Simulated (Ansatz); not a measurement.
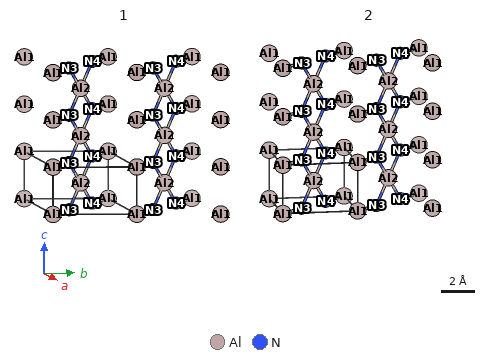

Two geometries of solid AlN (a generated structure, set up in Cmmm) (coarse preliminary run), drawn at one scale. One is the start of a relaxation, the other its converged end. The picture is a ball-and-stick view of the cell of the calculation, repeated 1 × 2 × 3 with one cell outlined, seen slightly off an axis.

Method: Ansatz 0.2.0, DFT PBE, scalar-relativistic, plane waves, PAW. Set-up: plane-wave cutoff 420 eV; k-point mesh 4 × 4 × 6; occupations gaussian; smearing width 0.1 eV; no spin polarisation; cell and atoms relaxed; force threshold 0.04 eV/Å; at most 70 steps.

Which one is relaxed?

Answer. Structure 1 is the relaxed one. After 10 accepted moves (13 points after the start) the energy has fallen by 354 meV per atom. Largest force component: 1.2 eV/Å at the start, 0.0025 eV/Å at the end. Pressure: −16.03 GPa at the start and 0.08 GPa at the end. The SCF was repeated 3 times at an unchanged geometry on a basis and grid sized afresh for the cell, which shifted the energy by 8.5 meV per atom at most. The largest moves relative to the cell, 0.078 Å, are those of N3 and N4. N3 goes along [1 −1 0]. Al stays in place. The volume changes by +11.8 %, with a = b 4.658 → 5.136 Å (+10.3 %), c 3.028 → 2.953 Å (−2.5 %), γ 90.0° → 70.5°. Near-neighbour distances that change, for instance: Al1–N3 2.009 → 1.730 Å, Al2–N3 1.985 → 1.925 Å. The space group stays Cmmm (No. 65).
